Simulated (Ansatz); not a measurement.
Input of the run:

```
crystal:
  lattice:
    - [2.6111696024, 1.5075594729, 4.597784958]
    - [-2.6111696024, 1.5075594729, 4.597784958]
    - [0.0, -3.0151189457, 4.597784958]
  atoms:
    - { symbol: Li, position: [0.25, 0.25, 0.25] }
    - { symbol: Li, position: [0.75, 0.75, 0.75] }
    - { symbol: Nb, position: [0.0, 0.0, 0.0] }
    - { symbol: Nb, position: [0.5, 0.5, 0.5] }
    - { symbol: O, position: [0.1303003399, 0.3696996601, 0.75] }
    - { symbol: O, position: [0.75, 0.1303003399, 0.3696996601] }
    - { symbol: O, position: [0.3696996601, 0.75, 0.1303003399] }
    - { symbol: O, position: [0.25, 0.8696996601, 0.6303003399] }
    - { symbol: O, position: [0.8696996601, 0.6303003399, 0.25] }
    - { symbol: O, position: [0.6303003399, 0.25, 0.8696996601] }
basis:
  ecutwfc: 420
kpoints:
  mp_grid: { grid: [6, 6, 6] }
  band_path:
    path:
      - [[0.0, 0.0, 0.0], [0.5, 0.5, 0.5], [0.76165955, 0.23834045, 0.5]]
      - [[0.5, -0.23834045, 0.23834045], [0.5, 0.0, 0.0], [0.0, 0.0, 0.0], [0.36917023, -0.36917023, 0.0]]
      - [[0.63082977, 0.0, 0.36917023], [0.5, 0.0, 0.5], [0.0, 0.0, 0.0]]
    npoints: 14
hamiltonian:
  xc: pbe
scf:
  occupations: { method: gaussian, width: 0.02 }
  n_extra_bands: 25
output:
  forces: true
  stress: true
  eigenvalues: true
  populations: true
  dos: { projected: true, de: 0.02, nscf_kmesh: { grid: [9, 9, 9] } }
  bader: true
  write_density: true
  write_potential: true
  elf: true
  volumetric_format: npy
```

Command:
```bash
ansatz run input.yaml --threads 2 --pin off --max-ram 5120MiB --backend cpu --events-out ev --progress --plain --runs-dir out
```

What does the calculation give for the electronic structure? The path is Γ–T–H2|H0–L–Γ–S0|S2–F–Γ.

A semiconductor. The gap along this path is 2.51 eV and indirect, from the valence-band top between Γ and S0 to the conduction-band bottom at F; the smallest direct gap is 2.63 eV, at Γ. The top valence band spans 0.4 eV and the lowest conduction band 1.6 eV. The direct gaps are 4.45 eV at T, 2.77 eV at F and 4.32 eV at L. By projected weight, the top eV of the valence band is O almost alone; the bottom eV of the conduction band is Nb (85 %) and O (15 %).

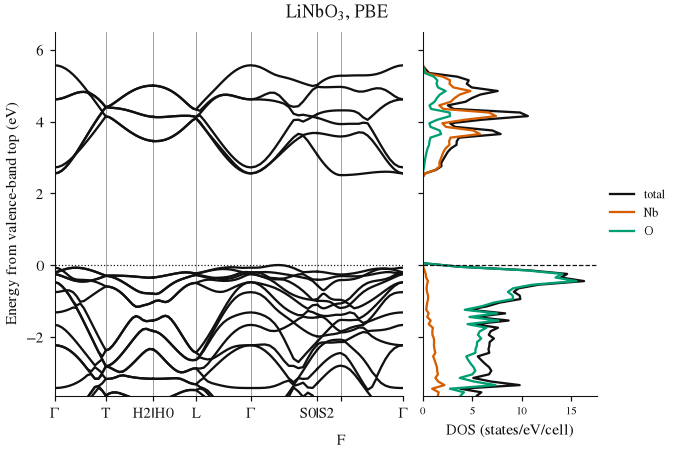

Band structure and density of states. Energies are counted from the top of the valence band. The partial curves are projected on Löwdin-orthogonalised atomic shells.
